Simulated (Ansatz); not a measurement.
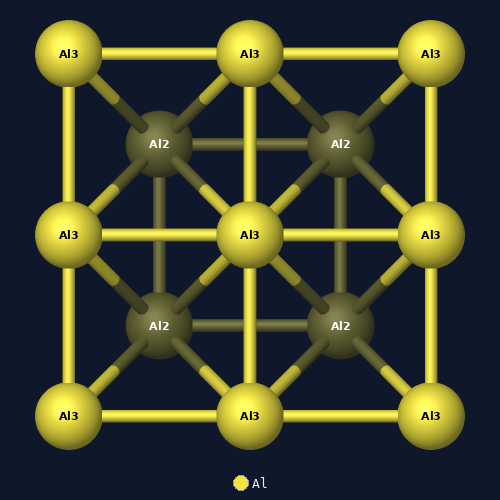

The system is H on an Al(100) slab cut from the Fm-3m phase, its upper half relaxed before the scan (3 atoms of substrate and one adsorbate in a 1 × 1 cell); the picture shows it without the atoms that are moved over the map. 
- H is moved over the surface cell; relaxed at each place: the height of the adsorbate's atoms; substrate rigid; the origin of the map has the adsorbate above Al3.
- Places are given modulo a cell vector. The map is drawn in real space over the plane of the surface.
- The grid has 6 × 6 points; 10 points were computed and 26 follow by symmetry.
- Energies are in meV, from the lowest grid point.
- With one adsorbate in each 1 × 1 cell, its nearest image is 2.9 Å away, so neighbouring adsorbates interact.
- The calculation used Ansatz 0.2.0, DFT PBE, scalar-relativistic, plane waves, PAW. Settings: cutoff 420 eV, k-mesh 9×9×1, gaussian smearing 0.1 eV, no spin polarisation.

Range: position of H4 along the first surface vector from 0.000 to 0.833; position of H4 along the second surface vector from 0.000 to 0.833.

Q: Predict the map.

A: The lowest grid point is at a bridge site between two Al atoms, (0/6, 3/6) of the cell vectors; the map holds 2 wells of about this depth. It is the only kind of minimum in the scanned range. The highest grid point, a fourfold hollow over a second-layer Al atom, (3/6, 3/6) of the cell vectors, lies 400 meV above the lowest. On the interpolated surface the easiest way out of the lowest well to a well of about the same depth near a bridge site between two Al atoms, (3/6, 0/6) of the cell vectors passes a barrier of about 240 meV. At the lowest point the adsorbate has 2 Al at 1.80 Å as nearest neighbours, at the highest 4 Al at 2.17 Å. Its relaxed height above the top atom is 1.09 Å at the lowest and 0.78 Å at the highest point.

```
second ↓, first →  0/6  1/6  2/6  3/6  4/6  5/6
              5/6  294  278  203   70  203  278
              4/6  180  203  245  258  245  203
              3/6    0   70  258  400  258   70
              2/6  180  203  245  258  245  203
              1/6  294  278  203   70  203  278
              0/6  316  294  180    0  180  294
```

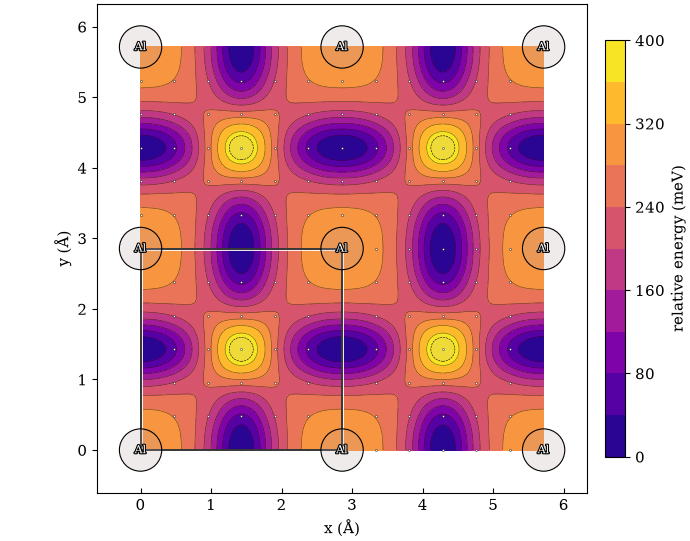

The picture shows filled contours, dots at the grid points, labelled circles for the atoms of the top layer and small ones for the second layer, the outline of one cell of the 2 × 2 shown. Between grid points the surface is interpolated.

Time for the 10 points that were run: 3.3 min on 1 thread of Arm Neoverse V1 (shared host).

PAW datasets: the set soft_1.
